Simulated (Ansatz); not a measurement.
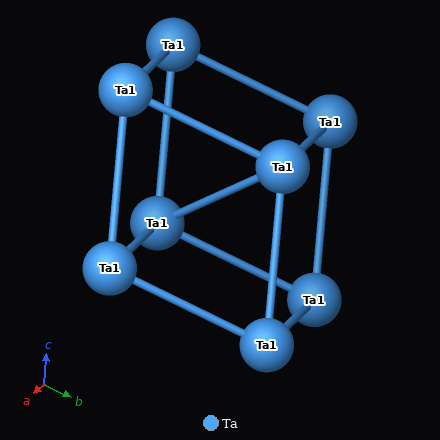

The system is Ta (Im-3m, No. 229; 1 atom in the cell); the picture shows the reference structure. The energy is mapped over two homogeneous strains (x, y and z along the cube axes). Coordinates scanned: (1) normal strain along x; (2) normal strain along z. Nothing is relaxed (symmetry fixes all fractional coordinates). The grid has 7 × 7 points. Energies are in meV/atom, from the lowest grid point. Level of theory: DFT PBEsol, scalar-relativistic, plane waves, PAW in Ansatz. Settings: cutoff 420 eV, k-mesh 20×20×20, gaussian smearing 0.15 eV, no spin polarisation.

Its coordinates:

```yaml
crystal:
  lattice:
    - [-1.64023, 1.64023, 1.64023]
    - [1.64023, -1.64023, 1.64023]
    - [1.64023, 1.64023, -1.64023]
  atoms:
    - { symbol: Ta, position: [0.00000, 0.00000, 0.00000] }
```

Range: normal strain along x from −11.0 to 11.0 %; normal strain along z from −15 to 15 %.

**Predict the map.**

The lowest grid point is at normal strain along x = 0.0 %, normal strain along z = 0 %. It is the only kind of minimum in the scanned range. The highest grid point, normal strain along x = −11.0 %, normal strain along z = −15 %, lies 1195 meV/atom above the lowest. Round the minimum the valley is strongly tilted: raising normal strain along x shifts the best value of normal strain along z downwards (coupling k₁₂/√(k₁₁k₂₂) about 0.6).

| normal strain along z ↓, normal strain along x → | −11.0 | −7.3 | −3.7 | 0.0 | 3.7 | 7.3 | 11.0 |
| --- | --- | --- | --- | --- | --- | --- | --- |
| 15 | 159 | 151 | 189 | 258 | 354 | 472 | 606 |
| 10 | 126 | 81 | 85 | 127 | 201 | 300 | 420 |
| 5 | 145 | 58 | 25 | 35 | 83 | 162 | 264 |
| 0 | 231 | 99 | 25 | 0 | 19 | 72 | 150 |
| −5 | 413 | 229 | 109 | 46 | 28 | 47 | 94 |
| −10 | 725 | 475 | 300 | 188 | 126 | 104 | 113 |
| −15 | 1195 | 871 | 635 | 468 | 356 | 287 | 252 |

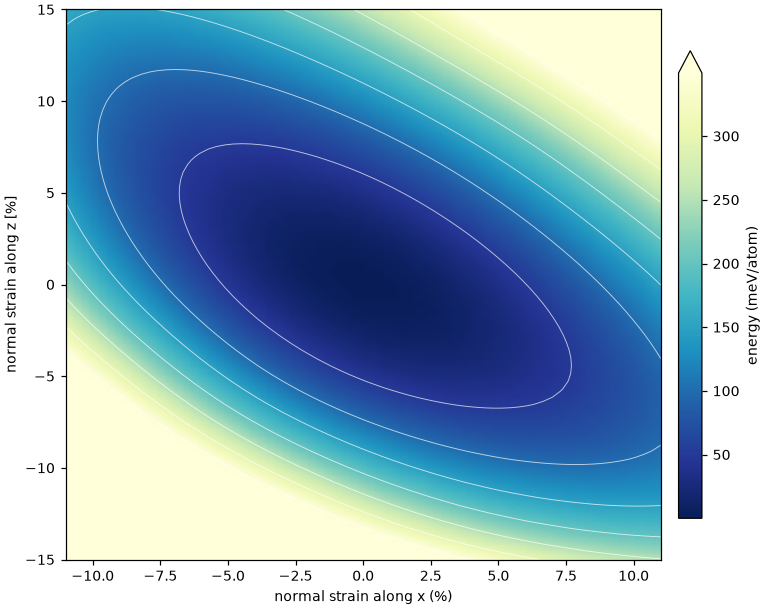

Drawn: a smooth colour map with a few white contour lines, one colour for all values above the top of the scale. Between grid points the surface is interpolated.

The whole map (49 points run) took 8.3 min on 1 thread of Arm Neoverse V2 (shared host).

PAW datasets: the set soft_1.
